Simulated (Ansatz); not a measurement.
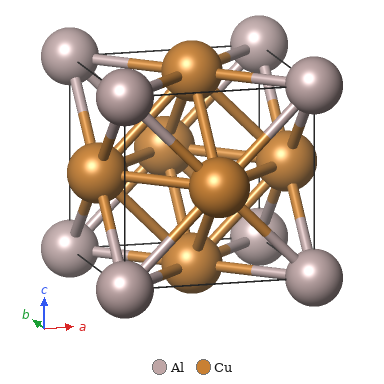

System: AlCu₃, space group Pm-3m (No. 221). The picture shows the cell.

Starting cell:
```yaml
crystal:
  lattice:
    - [3.63246, 0.00000, 0.00000]
    - [0.00000, 3.63246, 0.00000]
    - [0.00000, 0.00000, 3.63246]
  atoms:
    - { symbol: Al, position: [0.00000, 0.00000, 0.00000] }
    - { symbol: Cu, position: [0.50000, 0.50000, 0.00000] }
    - { symbol: Cu, position: [0.50000, 0.00000, 0.50000] }
    - { symbol: Cu, position: [0.00000, 0.50000, 0.50000] }
```

Calculation (Ansatz 0.2.0): elastic stress-strain coefficients at zero temperature from small strains of the given cell, Voigt order xx yy zz yz xz xy, Cartesian axes of the cell vectors; plane waves with PAW datasets, Γ-centred k mesh. Level: PBEsol, no spin polarisation.

wave cutoff 420 eV; k mesh 12×12×12; occupations Fermi–Dirac; smearing width 0.15 eV; ions relaxed; strain amplitude 0.005.

Describe the result: the Young's modulus as a function of direction in the xy, xz and yz planes.

Over all directions E runs from 62 to 243 GPa, a ratio of 3.9, a strong anisotropy. E is 62 GPa along x, y and z alike, and 243 GPa along the body diagonal x + y + z. The Hill averages are K = 152 GPa and G = 54 GPa, Poisson's ratio 0.34; K/G = 2.80, above Pugh's empirical 1.75, a sign of ductile behaviour in a metal.

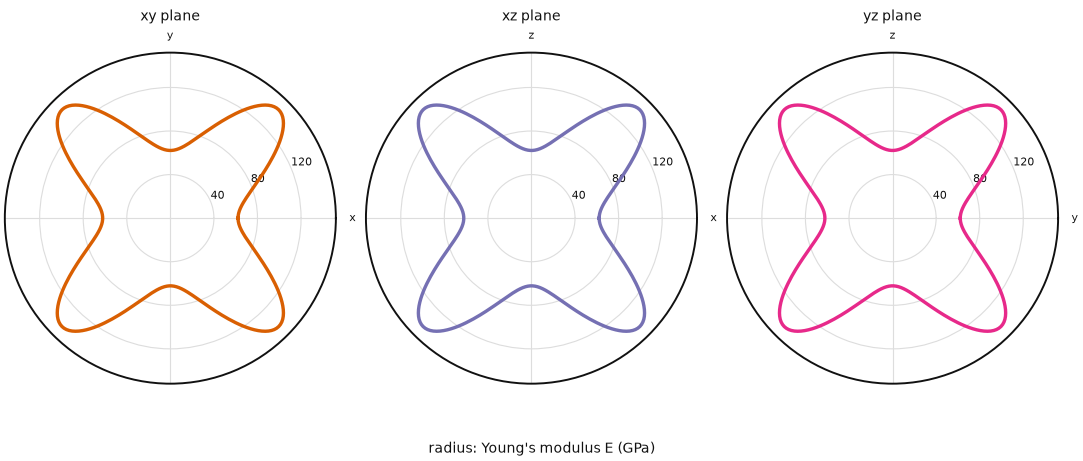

Limits of the calculation: metal sensitive to the k mesh.
